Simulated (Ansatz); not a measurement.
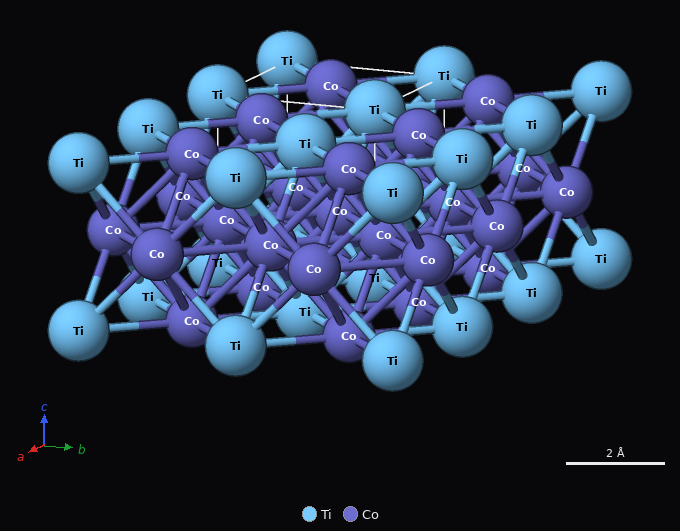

Figure 1. The input geometry (ball-and-stick view of the cell of the calculation, repeated 3 × 2 × 1, seen slightly off an axis).

# Run report: TiCo3, single-point calculation

The run: single-point calculation of TiCo3 (Pm-3m, 4 atoms in the cell). Method and program: DFT r2SCAN, scalar-relativistic, plane waves, PAW, spin-polarised (Ansatz 0.2.0).

The structure derives from an entry of the Crystallography Open Database. It belongs to a series of runs on one base structure; here: volume × 0.94. Figures and captions count atoms from 1; the log counts them from 0 in places.

The input
```yaml
crystal:
  lattice:
    - [3.513972277, 0.0, 0.0]
    - [0.0, 3.513972277, 0.0]
    - [0.0, 0.0, 3.513972277]
  atoms:
    - { symbol: Ti, position: [0.0, 0.0, 0.0], spin: -0.7 }
    - { symbol: Co, position: [0.0, 0.5, 0.5], spin: 1.46 }
    - { symbol: Co, position: [0.5, 0.0, 0.5], spin: 1.46 }
    - { symbol: Co, position: [0.5, 0.5, 0.0], spin: 1.46 }
basis:
  ecutwfc: 500
kpoints:
  mp_grid: { grid: [12, 12, 12] }
hamiltonian:
  xc: r2scan
scf:
  occupations: { method: gaussian, width: 0.1 }
output:
  forces: true
  stress: true
  eigenvalues: true
  populations: true
magnetization:
  spin_polarized: true
```

Launched with:
```bash
ansatz run input.yaml --threads 1 --pin off --max-ram 2560MiB --backend cpu --events-out ev --progress --plain --runs-dir out
```

Log
```
Engine: ansatz 0.2.0, x86_64-unknown-linux-gnu
Pseudopotentials: kind: paw
Pseudopotential: Ti, paw, valence charge 12, recommended cutoff 500 eV (meta_gga), Ti.paw.azcp
Pseudopotential: Co, paw, valence charge 17, recommended cutoff 500 eV (meta_gga), Co.paw.azcp
Functional definition: r2SCAN
  parameter k0 = 0.174
  parameter k1 = 0.065
  parameter a1 = 4.9479
  exchange = r2scan_x(k0 = k0, k1 = k1, a1 = a1)
  correlation = r2scan_c
Crystal: 4 atoms, lattice volume = 43.391 Å³
Basis set: ecut = 500 eV, 1141 PW (Γ), exchange–correlation on 108×108×108 points (64 copies of the dense FFT grid, shifted against one another)
Bands: 41, of which v1, the nominal top of the filled ones, is band 32 counted from 1 (31 counted from 0)
Symmetry: 48 space group operations
Space group: Pm-3m (ITA 221), of the structure as read, at distance tolerance 3.5e-5 Å
Magnetic group: BNS 221.92 (UNI 1594), of the structure as read, at distance tolerance 3.5e-5 Å
k-points: 84 of 1728
Non-local potential: Ti, projectors of the file, l = 0: 3, l = 1: 2, l = 2: 3, l = 3: 1
Non-local potential: Co, projectors of the file, l = 0: 3, l = 1: 2, l = 2: 3, l = 3: 1
PAW form: soft (Blöchl's): semilocal exchange-correlation on the pseudo side does not see the compensation charge
PAW frozen core: Ti, regenerated for the run's functional (the file was generated under x = pbe(κ = 0.804, μ = 0.2195149727645171), c = pbe(β = 0.06672455060314922))
PAW frozen core: Co, regenerated for the run's functional (the file was generated under x = pbe(κ = 0.804, μ = 0.2195149727645171), c = pbe(β = 0.06672455060314922))
PAW one-centre angular grid: Ti, 590 points (default); XC on 160 Gauss nodes
PAW one-centre angular grid: Co, 590 points (default); XC on 160 Gauss nodes
Initial density: superposition of atomic densities (chi_scale 0.1, normalization cell)
Starting moments: Σ|m| = 5.08 μB on 4 of 4 sites
Initial wavefunctions: pseudopotential atomic-orbital guess
Functional: x = r2scan, c = r2scan; τ floored in thin density (d = 2e-4 eV/Å³)
SCF iter   1: F=—  HF=-17897.588571 eV  |F-HF|=—  |Δ(HF+E_count)|=         —  Δρ=6.88e-2 (↑5.23e-2 ↓6.88e-2)  dr2=3.77e0  dr2_τ=3.18e-2  dr2_m=8.21e-2  M=3.047 μB ∫|m|=4.592 μB  β_m=1.00  ethr=3.10e-3  ⟨swp⟩=5.5  Hψ=21384  notcnv=0
Mixer restart at iter 1: flushing history
preconditioner: auto → Kerker (q_TF=auto, 2.903 Å⁻¹)  [metal: Δε(μ)=0.002 eV  Ē_g=6.692 eV  σ=0.100 eV  W_gap=0.01  n_scr=18 (ndim 8)  ℏωp=31.4 eV  f_vac=0.000  D(μ)=3.37/eV (n_scr^D=32)]
spin=Collinear: Kerker preconditioning applied to the charge; magnetization (m = ρ↑ − ρ↓) channel mixes plain (no charge-response kernel on spin).
SCF iter   2: F=—  HF=-17896.721240 eV  |F-HF|=—  |Δ(HF+E_count)|=   8.67e-1  Δρ=2.67e-2 (↑2.06e-2 ↓2.67e-2)  dr2=8.37e-1  dr2_τ=2.54e-2  dr2_m=2.45e-2  M=2.929 μB ∫|m|=4.806 μB  β_m=1.00  ethr=3.10e-3  ⟨swp⟩=2.4  Hψ=11952  notcnv=0  defer=267  κ⁻¹=1.0e0(r=1)
SCF iter   3: F=—  HF=-17897.807864 eV  |F-HF|=—  |Δ(HF+E_count)|=    1.09e0  Δρ=1.82e-2 (↑1.71e-2 ↓1.82e-2)  dr2=5.36e-1  dr2_τ=1.79e-3  dr2_m=1.59e-3  M=2.862 μB ∫|m|=4.873 μB  β_m=1.00  ethr=1.33e-3  ⟨swp⟩=2.2  Hψ=8584  notcnv=0  defer=267  κ⁻¹=3.6e-2(r=2)
SCF iter   4: F=—  HF=-17899.070694 eV  |F-HF|=—  |Δ(HF+E_count)|=    1.26e0  Δρ=1.14e-2 (↑1.14e-2 ↓1.04e-2)  dr2=2.35e-1  dr2_τ=3.51e-4  dr2_m=5.41e-4  M=2.852 μB ∫|m|=4.873 μB  β_m=1.00  ethr=8.51e-4  ⟨swp⟩=3.0  Hψ=11236  notcnv=0  defer=271  κ⁻¹=1.6e-2(r=3)
SCF iter   5: F=—  HF=-17899.582140 eV  |F-HF|=—  |Δ(HF+E_count)|=         —  Δρ=6.35e-3 (↑5.41e-3 ↓6.35e-3)  dr2=5.87e-2  dr2_τ=6.52e-4  dr2_m=4.45e-4  M=2.823 μB ∫|m|=4.807 μB  β_m=1.00  ethr=3.73e-4  ⟨swp⟩=2.5  Hψ=12213  notcnv=0  defer=277
Mixer restart at iter 5: flushing history
SCF iter   6: F=—  HF=-17899.578578 eV  |F-HF|=—  |Δ(HF+E_count)|=   3.56e-3  Δρ=4.76e-3 (↑4.76e-3 ↓4.69e-3)  dr2=3.72e-2  dr2_τ=3.02e-4  dr2_m=3.64e-5  M=2.820 μB ∫|m|=4.816 μB  β_m=1.00  ethr=9.32e-5  ⟨swp⟩=2.0  Hψ=8312  notcnv=0  defer=283  κ⁻¹=1.0e0(r=1)
SCF iter   7: F=—  HF=-17899.580799 eV  |F-HF|=—  |Δ(HF+E_count)|=   2.22e-3  Δρ=2.45e-3 (↑1.95e-3 ↓2.45e-3)  dr2=3.69e-3  dr2_τ=6.08e-5  dr2_m=6.71e-5  M=2.819 μB ∫|m|=4.853 μB  β_m=1.00  ethr=5.90e-5  ⟨swp⟩=2.0  Hψ=11309  notcnv=0  defer=283  κ⁻¹=2.1e-2(r=2)
SCF iter   8: F=—  HF=-17899.583304 eV  |F-HF|=—  |Δ(HF+E_count)|=   2.51e-3  Δρ=2.32e-3 (↑1.87e-3 ↓2.32e-3)  dr2=3.39e-3  dr2_τ=8.18e-5  dr2_m=3.32e-5  M=2.821 μB ∫|m|=4.858 μB  β_m=1.00  ethr=5.86e-6  ⟨swp⟩=1.0  Hψ=6904  notcnv=0  defer=283  κ⁻¹=1.9e-3(r=3)
SCF iter   9: F=—  HF=-17899.587002 eV  |F-HF|=—  |Δ(HF+E_count)|=   3.70e-3  Δρ=1.05e-3 (↑1.01e-3 ↓1.05e-3)  dr2=8.64e-4  dr2_τ=2.17e-5  dr2_m=4.47e-6  M=2.824 μB ∫|m|=4.867 μB  β_m=1.00  ethr=5.37e-6  ⟨swp⟩=2.1  Hψ=11560  notcnv=0  defer=283  κ⁻¹=1.6e-3(r=4)
SCF iter  10: F=—  HF=-17899.587611 eV  |F-HF|=—  |Δ(HF+E_count)|=   6.09e-4  Δρ=7.11e-4 (↑5.82e-4 ↓7.11e-4)  dr2=2.96e-4  dr2_τ=4.71e-6  dr2_m=6.36e-6  M=2.826 μB ∫|m|=4.879 μB  β_m=1.00  ethr=1.37e-6  ⟨swp⟩=2.0  Hψ=13399  notcnv=0  defer=283  κ⁻¹=2.3e-4(r=5)
SCF iter  11: F=—  HF=-17899.588205 eV  |F-HF|=—  |Δ(HF+E_count)|=   5.94e-4  Δρ=2.31e-4 (↑1.82e-4 ↓2.31e-4)  dr2=3.36e-5  dr2_τ=6.38e-7  dr2_m=5.12e-7  M=2.825 μB ∫|m|=4.874 μB  β_m=1.00  ethr=4.70e-7  ⟨swp⟩=2.0  Hψ=12197  notcnv=0  defer=283  κ⁻¹=5.2e-5(r=6)
SCF iter  12: F=—  HF=-17899.588236 eV  |F-HF|=—  |Δ(HF+E_count)|=   3.14e-5  Δρ=1.12e-4 (↑1.03e-4 ↓1.12e-4)  dr2=8.13e-6  dr2_τ=1.60e-7  dr2_m=6.56e-8  M=2.825 μB ∫|m|=4.873 μB  β_m=1.00  ethr=5.33e-8  ⟨swp⟩=2.0  Hψ=12185  notcnv=0  defer=283  κ⁻¹=2.5e-5(r=7)
SCF iter  13: F=—  HF=-17899.588253 eV  |F-HF|=—  |Δ(HF+E_count)|=   1.67e-5  Δρ=6.03e-5 (↑4.53e-5 ↓6.03e-5)  dr2=3.36e-6  dr2_τ=3.31e-8  dr2_m=8.04e-8  M=2.825 μB ∫|m|=4.873 μB  β_m=1.00  ethr=1.29e-8  ⟨swp⟩=2.0  Hψ=11103  notcnv=0  defer=283  κ⁻¹=7.0e-6(r=8)
SCF iter  14: F=—  HF=-17899.588256 eV  |F-HF|=—  |Δ(HF+E_count)|=   3.60e-6  Δρ=4.97e-5 (↑4.97e-5 ↓4.60e-5)  dr2=2.35e-6  dr2_τ=1.11e-8  dr2_m=1.06e-8  M=2.825 μB ∫|m|=4.873 μB  β_m=1.00  ethr=5.33e-9  ⟨swp⟩=2.0  Hψ=10050  notcnv=0  defer=283  κ⁻¹=2.0e-6(r=8)
SCF iter  15: F=—  HF=-17899.588256 eV  |F-HF|=—  |Δ(HF+E_count)|=   1.31e-7  Δρ=3.05e-5 (↑3.05e-5 ↓2.87e-5)  dr2=8.32e-7  dr2_τ=6.06e-9  dr2_m=8.98e-9  M=2.825 μB ∫|m|=4.873 μB  β_m=1.00  ethr=3.73e-9  ⟨swp⟩=1.0  Hψ=6892  notcnv=0  defer=283  κ⁻¹=1.2e-5(r=8)
SCF iter  16: F=—  HF=-17899.588257 eV  |F-HF|=—  |Δ(HF+E_count)|=   8.63e-8  Δρ=1.16e-5 (↑7.91e-6 ↓1.16e-5)  dr2=6.78e-8  dr2_τ=2.58e-9  dr2_m=8.30e-9  M=2.825 μB ∫|m|=4.873 μB  β_m=1.00  ethr=1.32e-9  ⟨swp⟩=2.3  Hψ=10136  notcnv=0  defer=283  κ⁻¹=2.0e-6(r=8)
SCF iter  17: F=—  HF=-17899.588257 eV  |F-HF|=—  |Δ(HF+E_count)|=   8.70e-8  Δρ=4.94e-6 (↑4.94e-6 ↓4.10e-6)  dr2=6.22e-9  dr2_τ=2.53e-10  dr2_m=2.55e-9  M=2.825 μB ∫|m|=4.873 μB  β_m=1.00  ethr=1.08e-10  ⟨swp⟩=2.0  Hψ=11444  notcnv=0  defer=283  κ⁻¹=6.9e-6(r=8)
SCF iter  18: F=—  HF=-17899.588257 eV  |F-HF|=—  |Δ(HF+E_count)|=   1.55e-8  Δρ=2.83e-6 (↑1.92e-6 ↓2.83e-6)  dr2=4.04e-9  dr2_τ=5.75e-11  dr2_m=2.66e-10  M=2.825 μB ∫|m|=4.873 μB  β_m=1.00  ethr=9.87e-12  ⟨swp⟩=2.0  Hψ=12187  notcnv=0  defer=283  κ⁻¹=3.8e-6(r=8)
SCF iter  19: F=-17899.588257 eV  HF=-17899.588257 eV  |F-HF|=3.02e-8  |Δ(HF+E_count)|=   2.54e-8  Δρ=5.78e-6 (↑4.05e-6 ↓5.78e-6)  dr2=3.88e-8  dr2_τ=1.48e-10  dr2_m=3.44e-10  M=2.825 μB ∫|m|=4.873 μB  ethr=6.41e-12  ⟨swp⟩=7.2  Hψ=20918  notcnv=0
SCF 1 converged in 19 iterations: F = -17899.588257 eV  dr2 = 3.88e-8
  greatest PAW one-centre occupation: 1.003 electrons in one spin orbital (limit 2), on the Co atom at site 3 (counted from 0), in its partial waves of l = 1
```

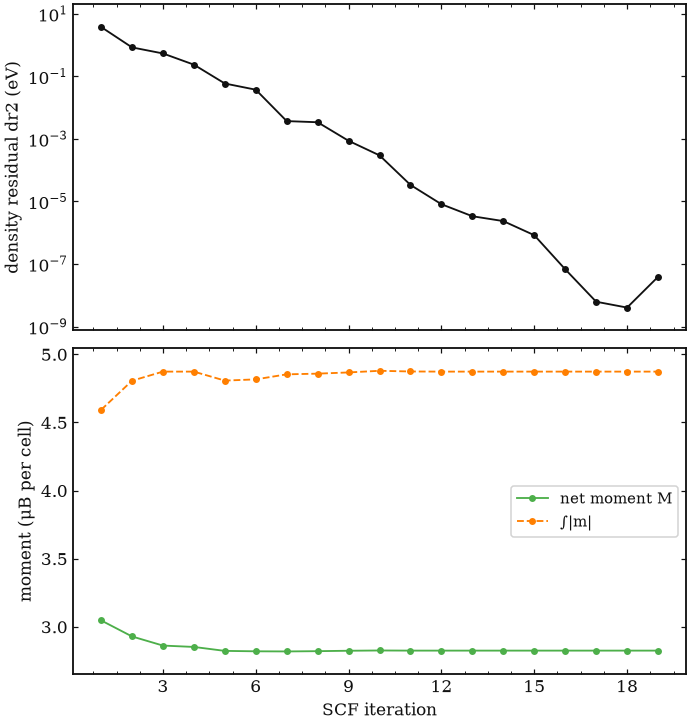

Figure 2. Convergence of the self-consistent field: density residual dr2 and magnetic moment against the SCF iteration. The residual comes down, with one marked jump up, by a factor of about 10, at step 19. The net moment goes from 3.0 to 2.8 μB per cell.

```
this state was not tested for a lower state beside it, because the mixer in use, unlike msr1, does not test its closes by its own steps (another_mixer; see scf.mixing.algorithm and scf.lower_state_search)
SCF converged after 19 iterations
Magnetization: 2.8251 μB (32.9126 up, 30.0874 down)
Absolute magnetization: 4.8762 μB (∫|ρ↑−ρ↓|, with the PAW one-centre terms)
Spin contamination: 0.3665 ħ² per cell (⟨S²⟩ above its minimum at these occupations)
Per-site moments (μB) at R_I (Å): [(-0.5431437680594108, 1.0249608707118962), (1.270494479903754, 1.0249608707118962), (1.270494479903753, 1.0249608707118962), (1.2704944799037543, 1.0249608707118962)]
Free energy (F): -17899.588257 eV
Harris-Foulkes:  -17899.588257 eV  (|F-HF|=3.02e-8)
Internal energy: -17899.572584 eV  (E = F + TS)
E sigma→0 (E₀):  -17899.580420 eV
Entropy (-TS):   -0.015672 eV (-3.918 meV/atom)
Fermi energy:    19.675980 eV
--- Per-component energies (eV) ---
  E_band       = -851.326516
  E_kinetic    = 1653.247153
  E_local      = -9238.806723  (includes V_loc(G=0)·N_el)
  E_nonlocal   = 1374.146196
  E_hartree    = 3923.360689
  E_xc         = -571.507850
  E_vxc        = -831.372763  (∫ρ·V_xc dr)
  E_paw        = -5631.072011  (= ΣΔE_a)
  E_vpaw       = -1709.288038  (= ΣTr[D̂ρ^β])
  E_aug_tail   = 0.000201  (compensation charges beyond the density's cutoff)
  E_vtau       = 54.009823  (kinetic-family band-sum trace: ∫τ·v_τ [+ j·A + Jᵃ·Aᵃ] dr)
  E_ewald      = -9407.801162
  E_core_change = -1.139076  (= ΣΔE_core)
  E_smearing   = -0.015672  (= −TS)
  E_closure    = 0.000000  (closes the sum)
  Σ components = -17899.588257   (vs F -17899.588257, Δ=0.00e0)
--- Forces (eV/Å), atoms counted from 1 ---
  atom   1  Ti    -0.00000000    -0.00000000     0.00000000
  atom   2  Co     0.00000000    -0.00000000     0.00000000
  atom   3  Co     0.00000000    -0.00000000     0.00000000
  atom   4  Co     0.00000000    -0.00000000     0.00000000
  max |Σ_I F_I| component: 1.56e-28 eV/Å
--- Stress (GPa, compression-positive) ---
       14.420461       0.000000       0.000000
        0.000000      14.420461       0.000000
        0.000000       0.000000      14.420461
  P = ⅓ Tr σ = 14.4205 GPa (144.205 kbar)
--- Band table (eV; the first three rows and the last of 168) ---
  k-point 0 ↑: bands = ["-80.0041", "-79.9499", "-79.9499", "-41.9350", "-41.9350", "-41.9350", "-41.7428", "-41.7428", "-41.7428", "-41.6996", "-41.6996", "-41.6996", "-38.9341", "-14.1633", "-14.1633", "-14.1633", "10.6979", "14.0530", "14.0530", "14.2521", "14.9310", "14.9310", "14.9310", "17.2535", "17.2535", "17.2535", "18.0238", "18.0238", "18.5511", "19.1233", "19.1233", "19.1233", "21.8551", "21.8551", "22.8641", "22.8641", "22.8641", "23.2992", "23.2992", "23.2992", "31.4612"]
  k-point 1 ↑: bands = ["-80.0033", "-79.9507", "-79.9499", "-41.9330", "-41.9330", "-41.9318", "-41.7434", "-41.7434", "-41.7429", "-41.7039", "-41.7009", "-41.7009", "-38.9328", "-14.1691", "-14.1636", "-14.1636", "10.7992", "14.0951", "14.1151", "14.2936", "14.9635", "14.9732", "14.9732", "17.2159", "17.2779", "17.2779", "17.9855", "18.0288", "18.5141", "18.9785", "18.9785", "19.1234", "21.5119", "21.8126", "22.4273", "22.4273", "22.8160", "23.2908", "23.8781", "23.8781", "31.5137"]
  k-point 2 ↑: bands = ["-80.0009", "-79.9531", "-79.9499", "-41.9273", "-41.9273", "-41.9226", "-41.7454", "-41.7454", "-41.7435", "-41.7164", "-41.7045", "-41.7045", "-38.9292", "-14.1850", "-14.1644", "-14.1644", "11.0980", "14.2019", "14.2946", "14.4167", "15.0584", "15.0990", "15.0990", "17.1068", "17.3442", "17.3442", "17.8750", "18.0399", "18.4052", "18.6031", "18.6031", "19.1237", "20.6208", "21.6951", "21.9237", "21.9237", "22.7286", "23.2682", "24.7713", "24.7713", "31.3957"]
  k-point 83 ↓: bands = ["-77.9283", "-77.9283", "-77.9283", "-39.9361", "-39.9253", "-39.9253", "-39.9253", "-39.7071", "-39.7071", "-39.7071", "-39.6209", "-39.6209", "-39.6015", "-14.9070", "-14.9070", "-14.9070", "14.6114", "14.6114", "14.6114", "15.4544", "18.4462", "18.4462", "18.4462", "18.4523", "18.4523", "18.7070", "18.7070", "18.7070", "18.7932", "19.6858", "19.6858", "19.6858", "20.9227", "20.9227", "20.9227", "22.1731", "22.1731", "22.1731", "22.7393", "22.7393", "28.6101"]
--- Löwdin populations: 4 sites ---
  site symbol       q [e]    m [muB]
     0     Ti     11.9159    -0.7649
     1     Co     16.7679     1.2741
     2     Co     16.7679     1.2741
     3     Co     16.7679     1.2741
  spilling = 0.012386 (of n_electrons = 63.000000)
```

File populations.tsv
```
# site	symbol	l	j	q_up	q_dn
# orbitals = lowdin
# n_electrons = 63.000000
# spilling = 0.012386
0	Ti	0_3S	-	0.958090	0.956288
0	Ti	0_4S	-	0.483649	0.495720
0	Ti	1_3P	-	2.994749	2.995708
0	Ti	2_3D	-	1.139001	1.892687
1	Co	0_3S	-	0.989541	0.990152
1	Co	0_4S	-	0.437771	0.465428
1	Co	1_3P	-	2.997155	2.997608
1	Co	2_3D	-	4.596545	3.293736
2	Co	0_3S	-	0.989541	0.990152
2	Co	0_4S	-	0.437771	0.465428
2	Co	1_3P	-	2.997155	2.997608
2	Co	2_3D	-	4.596545	3.293736
3	Co	0_3S	-	0.989541	0.990152
3	Co	0_4S	-	0.437771	0.465428
3	Co	1_3P	-	2.997155	2.997608
3	Co	2_3D	-	4.596545	3.293736
```

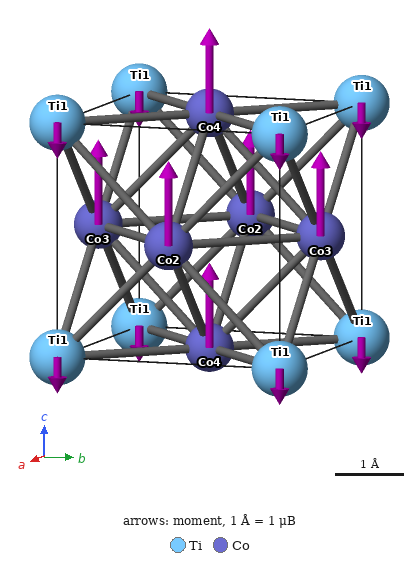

Figure 3. Magnetic moments of the sites as pink arrows (ball-and-stick view of the cell of the calculation, seen slightly off an axis; atoms are numbered from 1 in the order of the input); small moments hardly show. The run is collinear, so the axis drawn is arbitrary. Site moments: all 3 Co atoms (1.27 μB); Ti1 (−0.54 μB). They are counted near the atoms and needn't add up to the moment of the cell.

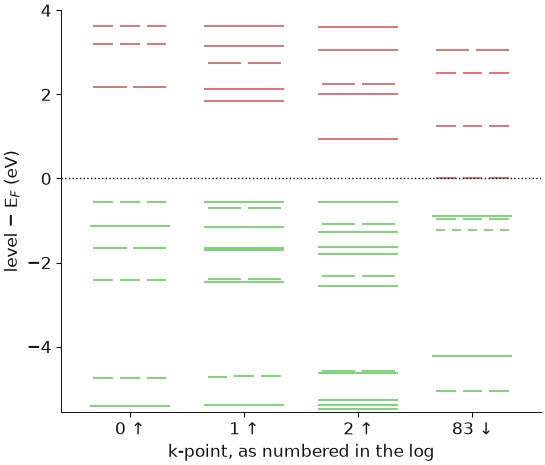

Figure 4. Kohn–Sham levels near the Fermi level (dotted) at the few k-points that the log prints; levels within 0.02 eV of each other stand side by side. The system is metallic on the full mesh.

Summary

| quantity | value |
| --- | --- |
| outcome | converged |
| space group (tolerance 0.01 Å) | Pm-3m (221) |
| electrons treated | 63 |
| free energy | −17899.5883 eV |
| Fermi energy | 19.676 eV |
| gap on the k-point mesh | none (metallic) |
| net moment of the cell | 2.83 μB |
| integrated absolute moment | 4.88 μB |
| pressure | 14.42 GPa |
| largest force (length of the vector) | under 0.001 eV/Å |
| hardware | 1 thread of Intel Xeon @ 2.50GHz (Skylake/Cascade Lake), 192 GiB of memory available, shared host |
| wall time | 1.9 min |
| peak memory | 0.74 GiB |

Remarks

The electronic state found may not be the lowest one. The program warns: the state was not tested for a lower one. The cell is under a pressure of 14.4 GPa at this level, so it is not at its equilibrium volume.
